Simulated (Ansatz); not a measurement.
Geometry relaxation of Ga$_{2}$O$_{3}$ (part 3 of 3)

Ga$_{2}$O$_{3}$ (P1, 40 atoms in the cell); DFT PBE, scalar-relativistic, plane waves, PAW, no spin polarisation (Ansatz 0.2.0); cutoff 420 eV, 2×2×2 k-mesh, Gaussian smearing of 0.02 eV. The structure derives from a Materials Project entry. It belongs to a series of runs on one base structure; here: the perfect supercell shaken and relaxed.

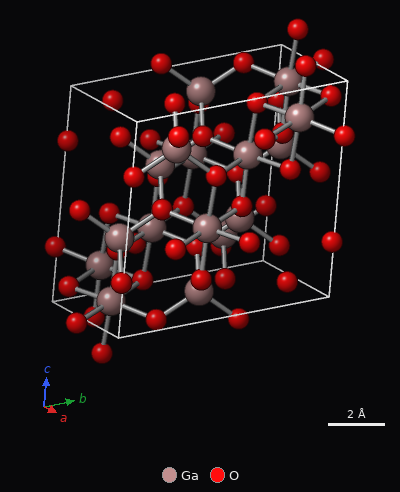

*The geometry at step 3 of the log (ball-and-stick view of the cell of the calculation, seen slightly off an axis; bonded neighbours outside the cell are drawn too).*

**Output, continued**
```
--- Relaxed structure (5 steps of the walk, 5 accepted, 0 SCFs on fresh bases) ---
  F+E_penalty+E_count = -74160.48970652 eV   max|allowed force component| = 3.094e-3 eV/Å
  atoms:
    - { symbol: Ga, position: [0.6515261251721642, 0.6655040682191811, 0.6636135031980901] }
    - { symbol: Ga, position: [0.9014980184709518, 0.4155221054540056, 0.4136032257891711] }
    - { symbol: Ga, position: [0.15152261250956076, 0.16551988293884423, 0.16361614893437904] }
    - { symbol: Ga, position: [0.40151381125361085, 0.9155241630066654, 0.9136017042846656] }
    - { symbol: Ga, position: [0.5996169767003013, 0.08335651357542342, 0.08726738840178386] }
    - { symbol: Ga, position: [0.8496158530000419, 0.8333503760363411, 0.8372533909546569] }
    - { symbol: Ga, position: [0.09961797911465659, 0.5833196925013859, 0.5872818420931809] }
    - { symbol: Ga, position: [0.349597467782571, 0.3333666271913016, 0.3372572231582972] }
    - { symbol: Ga, position: [0.4653352444888362, 0.7144974658311781, 0.33034767015075306] }
    - { symbol: Ga, position: [0.7153222867964009, 0.4644889459130194, 0.08034238374001518] }
    - { symbol: Ga, position: [0.9653213262848535, 0.2144742848629373, 0.8303450568050817] }
    - { symbol: Ga, position: [0.21531886286112378, 0.964479537116705, 0.5803319568585071] }
    - { symbol: Ga, position: [0.7857968910400412, 0.03439526447724889, 0.42053721933326066] }
    - { symbol: Ga, position: [0.035805534271516934, 0.7843801107498077, 0.1705390079382783] }
    - { symbol: Ga, position: [0.2858006292616144, 0.5343897330406993, 0.9205349821975783] }
    - { symbol: Ga, position: [0.5357863935602952, 0.2843747227381515, 0.6705420304929802] }
    - { symbol: O, position: [0.5009248777085884, 0.4911346652273131, 0.7567481924435482] }
    - { symbol: O, position: [0.7509231158422147, 0.24114496998607093, 0.5067680026842342] }
    - { symbol: O, position: [0.0009173966996027794, 0.9911462775288955, 0.2567507479381789] }
    - { symbol: O, position: [0.2509688882601098, 0.7411193937415818, 0.006781741075481254] }
    - { symbol: O, position: [0.7501483075717378, 0.2577712165196564, 0.9940867957632084] }
    - { symbol: O, position: [1.000184916867723, 0.007738076302881702, 0.7441040705378512] }
    - { symbol: O, position: [0.2501856463445594, 0.7577219050523292, 0.49411576135637947] }
    - { symbol: O, position: [0.5002305935167407, 0.5077193242497566, 0.2441562471008208] }
    - { symbol: O, position: [0.41299170128349216, 0.9344260927282652, 0.1523509578234431] }
    - { symbol: O, position: [0.6630083155176825, 0.6844021611368177, 0.9023337380861944] }
    - { symbol: O, position: [0.9129985072589977, 0.43440564012447136, 0.6523469144133784] }
    - { symbol: O, position: [0.16298471613670212, 0.18439811148826668, 0.4023343900891597] }
    - { symbol: O, position: [0.8381313547473775, 0.8144710661503638, 0.5985375665741808] }
    - { symbol: O, position: [0.08813066098726122, 0.5644513157801841, 0.3485366102771741] }
    - { symbol: O, position: [0.3381034996319096, 0.3144786278306227, 0.09855351441857593] }
    - { symbol: O, position: [0.5881150969700558, 0.06445571263370042, 0.8485389975337426] }
    - { symbol: O, position: [0.07336512904153047, 0.599653836109993, 0.818488574335666] }
    - { symbol: O, position: [0.3233485005752301, 0.34960837524118404, 0.5685009303660779] }
    - { symbol: O, position: [0.573364330487106, 0.099676169988964, 0.31848020402883226] }
    - { symbol: O, position: [0.8233760090909951, 0.8496671543772971, 0.06846945905833196] }
    - { symbol: O, position: [0.1777593672211656, 0.14921669886115707, 0.9323903182458912] }
    - { symbol: O, position: [0.4277517135338683, 0.8991887501384703, 0.6823958293870779] }
    - { symbol: O, position: [0.677772353523604, 0.6492364307803159, 0.4323921396197485] }
    - { symbol: O, position: [0.9277698658132004, 0.39923931366854815, 0.1823755844121444] }
```

**Trajectory as extended XYZ (Å, eV, eV/Å), 5 frames, from step=1 to step=5**
```
40
Lattice="-4.8291 -1.5416 -5.7152 -6.2271 4.6249 -0.0062 1.3980 6.1665 -5.7089" Properties=species:S:1:pos:R:3:forces:R:3 step=1 energy=-74159.05351
Ga   -6.3615    6.1679   -7.5493   -0.2268   0.3164   0.3858
Ga   -6.3271    3.1006   -7.4996    0.0543  -0.9340  -0.0517
Ga   -1.5306    1.5809   -1.8168   -0.0482  -0.0912   0.0837
Ga   -6.4262    9.2259   -7.5285    1.2295  -0.2939   0.1647
Ga   -3.2948    0.0117   -3.9242    0.4826   0.0663  -0.2074
Ga   -8.1918    7.7122   -9.6464    0.8271  -0.8593  -0.5400
Ga   -3.2480    6.1263   -3.8937   -1.1139   0.5153  -0.5659
Ga   -3.3159    3.0926   -3.9125   -0.0551   0.3584   0.1520
Ga   -6.2511    4.6209   -4.5200    0.3472   1.3979  -0.3879
Ga   -6.1938    1.5503   -4.5336   -0.7669  -0.1448  -0.3520
Ga   -4.8608    4.6743  -10.2290    0.0210  -1.2125  -1.3153
Ga   -6.2801    7.7293   -4.5875    0.8131  -0.0451   1.0594
Ga   -3.4064    1.4812   -6.8899    0.7191   1.2320  -0.0386
Ga   -4.7523    4.5890   -1.1531   -1.2103   0.0453  -1.0210
Ga   -3.4277    7.6631   -6.9207    1.8053   1.3170   1.7151
Ga   -3.4236    4.6187   -6.9379    0.0121   0.1493   1.3505
O    -4.3988    6.2395   -7.1718   -1.1912  -2.8664  -0.3736
O    -4.3751    3.0424   -7.1782   -0.2419   0.6220  -0.1488
O    -5.8175    6.2088   -1.4860   -0.0270  -1.7997   0.3184
O    -5.7680    3.0156   -1.3974   -0.8971   1.3094  -0.5031
O    -3.8432    6.1609   -9.8988    0.2884   0.0821  -0.1875
O    -3.8367    3.0716   -9.9919   -0.6982   1.1117  -0.0360
O    -5.2676    6.2458   -4.2325    0.2322  -1.6082  -0.1605
O    -5.2900    3.1019   -4.3271    1.2224  -0.0220   0.6350
O    -7.5954    4.6678   -3.2504   -0.5652  -0.2202   0.1993
O    -6.2017    7.7408   -8.9945   -0.1613  -0.1780   0.9420
O    -6.1951    4.6605   -8.9054    0.4032  -0.2988   0.1054
O    -1.3319    3.1094   -3.2505   -0.9410   0.0913   1.0413
O    -8.3058    6.1827   -8.2942    0.1955  -0.1970   1.4211
O    -3.4856    4.5979   -2.5346    0.3702   0.2239   0.3465
O    -3.4635    1.5547   -2.5198    0.2227  -0.0922   0.0369
O    -2.0330    4.5992   -8.2237   -0.6507   0.2448  -0.1340
O    -2.8989    7.6200   -5.0436   -0.1187   0.7233  -1.2207
O    -2.8810    4.6104   -5.0394   -0.4396   0.0837  -1.5410
O    -3.0169    1.6209   -5.0562    0.2319  -1.2936  -0.7777
O    -9.1136    3.0390   -5.1404   -0.1559   0.8060   1.3878
O    -0.4837    6.1262   -6.4198    0.2129   0.7241   1.4926
O    -6.7562    7.6831   -6.2925   -0.3520  -0.0434  -2.3543
O    -6.6779    4.5597   -6.3449   -0.2301   1.1087  -0.1119
O    -6.7779    1.5619   -6.2982    0.4002  -0.3285  -0.8085
40
Lattice="-4.8291 -1.5416 -5.7152 -6.2271 4.6249 -0.0062 1.3980 6.1665 -5.7089" Properties=species:S:1:pos:R:3:forces:R:3 step=2 energy=-74160.06137
Ga   -6.3498    6.1626   -7.5419   -0.1181   0.2352   0.2968
Ga   -6.3382    3.0922   -7.4947   -0.1248  -0.5954  -0.2009
Ga   -1.5160    1.5461   -1.8166   -0.0539   0.0741   0.1065
Ga   -6.4145    9.2455   -7.5205    0.8036  -0.3697   0.0400
Ga   -3.3013    0.0293   -3.9168    0.1240  -0.1812  -0.2296
Ga   -8.1711    7.6883   -9.6353    0.6156  -0.1251  -0.2801
Ga   -3.2618    6.1688   -3.9263   -0.6528   0.0069  -0.0866
Ga   -3.2987    3.0994   -3.9195   -0.0986   0.2512   0.1868
Ga   -6.2511    4.6158   -4.5405    0.2416   0.7231  -0.3519
Ga   -6.2229    1.5527   -4.5417   -0.4121  -0.2775  -0.1970
Ga   -4.8523    4.6413  -10.2410    0.1352  -0.5867  -0.7215
Ga   -6.2663    7.7046   -4.5754    0.3957   0.1025   0.5588
Ga   -3.4257    1.5079   -6.8899    0.4329   0.6492   0.0270
Ga   -4.7664    4.5869   -1.1587   -0.7124   0.2751  -0.6206
Ga   -3.4316    7.6873   -6.9146    1.0015   0.6397   0.8757
Ga   -3.4192    4.6156   -6.9113    0.1388   0.2459   0.7547
O    -4.3969    6.2031   -7.1668   -0.6312  -1.4652  -0.2263
O    -4.3949    3.0715   -7.1868   -0.1293   0.1202  -0.0267
O    -5.8119    6.1785   -1.4442   -0.0054  -1.0329  -0.0285
O    -5.7876    3.0464   -1.4639   -0.5665   0.6920  -0.1445
O    -3.8478    6.1587   -9.9458    0.1173   0.2037   0.0094
O    -3.8348    3.0682   -9.9721   -0.5146   0.4107  -0.1131
O    -5.2576    6.1938   -4.2651    0.2387  -0.6526   0.0161
O    -5.2737    3.0934   -4.2856    0.7221  -0.0139   0.2471
O    -7.6059    4.6498   -3.2648   -0.3268  -0.0733   0.3547
O    -6.1929    7.7329   -8.9439   -0.1645  -0.1775   0.2219
O    -6.1888    4.6435   -8.9118    0.1677  -0.1235  -0.1198
O    -1.3388    3.0958   -3.2202   -0.4804   0.0551   0.3004
O    -8.2834    6.1767   -8.2323   -0.0276  -0.1109   0.3672
O    -3.4791    4.6331   -2.5357    0.3157  -0.0434   0.3201
O    -3.4509    1.5643   -2.5072    0.0437  -0.1771  -0.0038
O    -2.0468    4.6094   -8.2198   -0.3723   0.1727   0.0505
O    -2.8792    7.6623   -5.0866   -0.2640   0.4771  -0.4318
O    -2.9110    4.6314   -5.0636   -0.1825  -0.0656  -0.9438
O    -2.9912    1.5989   -5.0724    0.1537  -0.6370  -0.4199
O    -9.1767    3.0682   -5.1076    0.0880   0.2554   0.7278
O    -0.4823    6.1362   -6.3794    0.1146   0.3930   0.7735
O    -6.7378    7.6883   -6.3225   -0.1422   0.0420  -1.0657
O    -6.7058    4.5856   -6.3598   -0.0654   0.6045   0.2046
O    -6.7441    1.5306   -6.3321    0.1952   0.0792  -0.2272
40
Lattice="-4.8291 -1.5416 -5.7152 -6.2271 4.6249 -0.0062 1.3980 6.1665 -5.7089" Properties=species:S:1:pos:R:3:forces:R:3 step=3 energy=-74160.48828
Ga   -6.3633    6.1641   -7.5179    0.0077   0.0055   0.0182
Ga   -6.3664    3.0820   -7.5140    0.0267   0.0080   0.0021
Ga   -1.5354    1.5402   -1.7987    0.0174  -0.0147   0.0100
Ga   -6.3632    9.2452   -7.5144    0.0002   0.0481   0.0052
Ga   -3.2913    0.0015   -3.9254   -0.0137  -0.0260  -0.0205
Ga   -8.1237    7.7071   -9.6416    0.0108  -0.0023   0.0112
Ga   -3.2896    6.1665   -3.9314    0.0029  -0.0031   0.0231
Ga   -3.2901    3.0831   -3.9260   -0.0163   0.0016  -0.0268
Ga   -6.2320    4.6263   -4.5469   -0.0238  -0.0210  -0.0125
Ga   -6.2372    1.5437   -4.5482    0.0232  -0.0181   0.0140
Ga   -4.8312    4.6251  -10.2549   -0.0178   0.0099  -0.0232
Ga   -6.2351    7.7061   -4.5479    0.0181   0.0139  -0.0056
Ga   -3.4237    1.5407   -6.8953    0.0215  -0.0058  -0.0025
Ga   -4.8203    4.6242   -1.1860    0.0051   0.0080   0.0138
Ga   -3.4198    7.7084   -6.8953   -0.0245  -0.0254   0.0173
Ga   -3.4217    4.6231   -6.8933    0.0021   0.0020  -0.0033
O    -4.4191    6.1654   -7.1861   -0.0032   0.0076   0.0057
O    -4.4199    3.0816   -7.1915   -0.0361   0.0211   0.0139
O    -5.8191    6.1657   -1.4782   -0.0082  -0.0021  -0.0018
O    -5.8165    3.0825   -1.4819   -0.0053  -0.0091   0.0013
O    -3.8394    6.1695   -9.9560    0.0184   0.0025  -0.0200
O    -3.8386    3.0813   -9.9607    0.0086  -0.0113  -0.0089
O    -5.2336    6.1659   -4.2524   -0.0020   0.0099  -0.0053
O    -5.2345    3.0838   -4.2564    0.0047  -0.0062   0.0015
O    -7.6013    4.6239   -3.2360    0.0109   0.0031  -0.0103
O    -6.2039    7.7080   -8.9424    0.0053  -0.0010  -0.0267
O    -6.2014    4.6261   -8.9468   -0.0159  -0.0107   0.0263
O    -1.3731    3.0814   -3.2287   -0.0072   0.0011   0.0055
O    -8.2826    6.1643   -8.2125    0.0076   0.0038  -0.0071
O    -3.4521    4.6242   -2.4987   -0.0078  -0.0017   0.0088
O    -3.4506    1.5404   -2.4967   -0.0093   0.0031  -0.0094
O    -2.0540    4.6223   -8.2046   -0.0092   0.0125  -0.0042
O    -2.9455    7.7078   -5.0984    0.0064   0.0151   0.0064
O    -2.9387    4.6243   -5.0988   -0.0183  -0.0129   0.0212
O    -2.9487    1.5420   -5.0996    0.0222  -0.0023   0.0443
O    -9.1779    3.0816   -5.1031    0.0122   0.0200   0.0056
O    -0.4781    6.1654   -6.3364   -0.0109  -0.0114  -0.0229
O    -6.7069    7.7066   -6.3445   -0.0151  -0.0218  -0.0016
O    -6.7102    4.6244   -6.3438   -0.0027  -0.0056  -0.0124
O    -6.7169    1.5398   -6.3428    0.0161   0.0160  -0.0301
40
Lattice="-4.8291 -1.5416 -5.7152 -6.2271 4.6249 -0.0062 1.3980 6.1665 -5.7089" Properties=species:S:1:pos:R:3:forces:R:3 step=4 energy=-74160.48829
Ga   -6.3633    6.1641   -7.5179    0.0081   0.0051   0.0174
Ga   -6.3664    3.0820   -7.5140    0.0275   0.0086   0.0029
Ga   -1.5354    1.5402   -1.7987    0.0178  -0.0145   0.0094
Ga   -6.3632    9.2452   -7.5144   -0.0016   0.0483   0.0049
Ga   -3.2913    0.0015   -3.9254   -0.0140  -0.0248  -0.0202
Ga   -8.1237    7.7071   -9.6416    0.0093  -0.0030   0.0117
Ga   -3.2896    6.1665   -3.9314    0.0039  -0.0031   0.0231
Ga   -3.2901    3.0831   -3.9260   -0.0165   0.0020  -0.0268
Ga   -6.2320    4.6263   -4.5469   -0.0242  -0.0215  -0.0129
Ga   -6.2372    1.5437   -4.5482    0.0233  -0.0176   0.0141
Ga   -4.8312    4.6251  -10.2549   -0.0179   0.0102  -0.0232
Ga   -6.2351    7.7061   -4.5479    0.0176   0.0137  -0.0060
Ga   -3.4237    1.5407   -6.8953    0.0213  -0.0063  -0.0022
Ga   -4.8203    4.6242   -1.1860    0.0063   0.0070   0.0143
Ga   -3.4198    7.7084   -6.8953   -0.0246  -0.0258   0.0167
Ga   -3.4217    4.6231   -6.8933    0.0025   0.0018  -0.0034
O    -4.4191    6.1654   -7.1861   -0.0031   0.0081   0.0061
O    -4.4199    3.0816   -7.1915   -0.0363   0.0208   0.0139
O    -5.8191    6.1657   -1.4782   -0.0082  -0.0019  -0.0019
O    -5.8165    3.0825   -1.4819   -0.0051  -0.0094   0.0014
O    -3.8394    6.1695   -9.9560    0.0190   0.0029  -0.0201
O    -3.8386    3.0813   -9.9607    0.0089  -0.0119  -0.0090
O    -5.2336    6.1659   -4.2524   -0.0022   0.0099  -0.0053
O    -5.2345    3.0838   -4.2564    0.0041  -0.0060   0.0013
O    -7.6013    4.6239   -3.2360    0.0110   0.0032  -0.0105
O    -6.2039    7.7080   -8.9424    0.0056  -0.0009  -0.0271
O    -6.2014    4.6261   -8.9468   -0.0167  -0.0105   0.0270
O    -1.3731    3.0814   -3.2287   -0.0070   0.0009   0.0055
O    -8.2826    6.1643   -8.2125    0.0076   0.0040  -0.0072
O    -3.4521    4.6242   -2.4987   -0.0081  -0.0020   0.0086
O    -3.4506    1.5404   -2.4967   -0.0094   0.0034  -0.0090
O    -2.0540    4.6223   -8.2046   -0.0089   0.0124  -0.0042
O    -2.9455    7.7078   -5.0984    0.0067   0.0149   0.0059
O    -2.9387    4.6243   -5.0988   -0.0186  -0.0129   0.0212
O    -2.9487    1.5420   -5.0996    0.0218  -0.0017   0.0445
O    -9.1779    3.0816   -5.1031    0.0123   0.0197   0.0055
O    -0.4781    6.1654   -6.3364   -0.0111  -0.0114  -0.0233
O    -6.7069    7.7066   -6.3445   -0.0154  -0.0220  -0.0015
O    -6.7102    4.6244   -6.3438   -0.0020  -0.0059  -0.0118
O    -6.7169    1.5398   -6.3428    0.0159   0.0161  -0.0297
40
Lattice="-4.8291 -1.5416 -5.7152 -6.2271 4.6249 -0.0062 1.3980 6.1665 -5.7089" Properties=species:S:1:pos:R:3:forces:R:3 step=5 energy=-74160.48971
Ga   -6.3627    6.1657   -7.5162    0.0018   0.0009   0.0009
Ga   -6.3627    3.0825   -7.5160    0.0015  -0.0003   0.0001
Ga   -1.5337    1.5409   -1.8011    0.0027   0.0000   0.0016
Ga   -6.3628    9.2490   -7.5161    0.0022  -0.0002   0.0006
Ga   -3.2927   -0.0007   -3.9256   -0.0014   0.0002  -0.0006
Ga   -8.1217    7.7073   -9.6407   -0.0016   0.0006  -0.0007
Ga   -3.2924    6.1657   -3.9257   -0.0031   0.0002  -0.0002
Ga   -3.2927    3.0825   -3.9255   -0.0019   0.0002  -0.0015
Ga   -6.2346    4.6242   -4.5498    0.0001   0.0003  -0.0008
Ga   -6.2344    1.5409   -4.5497   -0.0005  -0.0002  -0.0017
Ga   -4.8364    4.6241  -10.2587   -0.0004   0.0004  -0.0014
Ga   -6.2344    7.7073   -4.5497   -0.0002   0.0000  -0.0019
Ga   -3.4210    1.5409   -6.8920    0.0006  -0.0002   0.0012
Ga   -4.8189    4.6241   -1.1831    0.0000  -0.0001   0.0015
Ga   -3.4210    7.7074   -6.8920   -0.0002   0.0002   0.0010
Ga   -3.4208    4.6241   -6.8919   -0.0001   0.0000   0.0019
O    -4.4194    6.1657   -7.1861   -0.0007   0.0003  -0.0015
O    -4.4195    3.0826   -7.1862   -0.0011  -0.0005  -0.0017
O    -5.8174    6.1658   -1.4772   -0.0016  -0.0001  -0.0019
O    -5.8175    3.0825   -1.4777    0.0001   0.0001  -0.0009
O    -3.8380    6.1658   -9.9640    0.0009  -0.0004   0.0003
O    -3.8379    3.0824   -9.9643    0.0011   0.0006   0.0012
O    -5.2358    6.1657   -4.2554    0.0009  -0.0005   0.0016
O    -5.2359    3.0826   -4.2559    0.0018  -0.0003   0.0031
O    -7.6001    4.6244   -3.2359    0.0007  -0.0007  -0.0004
O    -6.2021    7.7074   -8.9448    0.0007   0.0008   0.0002
O    -6.2021    4.6243   -8.9448    0.0006   0.0000   0.0004
O    -1.3729    3.0826   -3.2295    0.0001   0.0005  -0.0002
O    -8.2824    6.1657   -8.2121    0.0000  -0.0003   0.0002
O    -3.4532    4.6239   -2.4970   -0.0008   0.0001  -0.0001
O    -3.4532    1.5409   -2.4969   -0.0019  -0.0014  -0.0001
O    -2.0552    4.6240   -8.2058   -0.0009  -0.0001  -0.0002
O    -2.9441    7.7075   -5.0957    0.0015  -0.0004   0.0005
O    -2.9438    4.6241   -5.0957    0.0006   0.0001   0.0009
O    -2.9443    1.5410   -5.0957    0.0019  -0.0005   0.0011
O    -9.1714    3.0825   -5.1019    0.0016   0.0001   0.0006
O    -0.4841    6.1657   -6.3398   -0.0011   0.0006  -0.0008
O    -6.7110    7.7072   -6.3460   -0.0020   0.0004  -0.0009
O    -6.7114    4.6241   -6.3461   -0.0015  -0.0004  -0.0007
O    -6.7114    1.5408   -6.3460   -0.0004   0.0000  -0.0006
```
